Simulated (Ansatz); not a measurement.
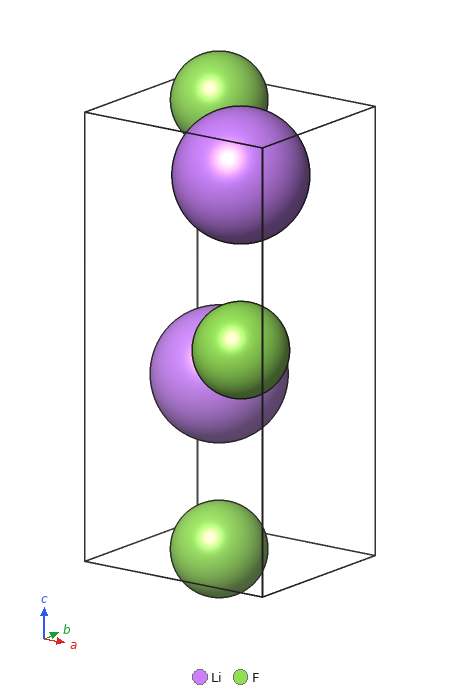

This spheres-only model is shown slightly off an axis. Thin lines show the simulation cell, with boundary atoms drawn in all their periodic places.

Full input:
```yaml
crystal:
  lattice:
    - [3.0810519536, 0.0, 0.0]
    - [-1.5405259768, 2.6682692622, 0.0]
    - [0.0, 0.0, 4.7852337566]
  atoms:
    - { symbol: Li, position: [0.3333333333, 0.6666666667, 0.3824388611] }
    - { symbol: Li, position: [0.6666666667, 0.3333333333, 0.8824388611] }
    - { symbol: F, position: [0.3333333333, 0.6666666667, 0.9925591389] }
    - { symbol: F, position: [0.6666666667, 0.3333333333, 0.4925591389] }
kpoints:
  mp_grid: { grid: [9, 9, 4] }
hamiltonian:
  xc: r2scan
scf:
  occupations: { method: fixed }
dielectric: {}
```
Run as:
```sh
ansatz run input.yaml --threads 2 --pin off --max-ram 2211MiB --backend cpu --events-out ev --progress --plain --runs-dir out
```

Results below were computed with DFT, r2SCAN, plane waves, PAW in Ansatz 0.2.0; the settings were 500 eV cutoff, 9×9×4 k-mesh, no spin polarisation.

**How large a gap does the method give, if there is one?**

An insulator at this level, with a gap of 8.58 eV, direct.

**What value of the electronic dielectric constant results?**

ε∞ averages 1.8.

Origin of the cell: a structure listed in the Materials Project. Earlier steps of the study may have refined or changed the cell and positions. It went into a calculation with Ansatz.
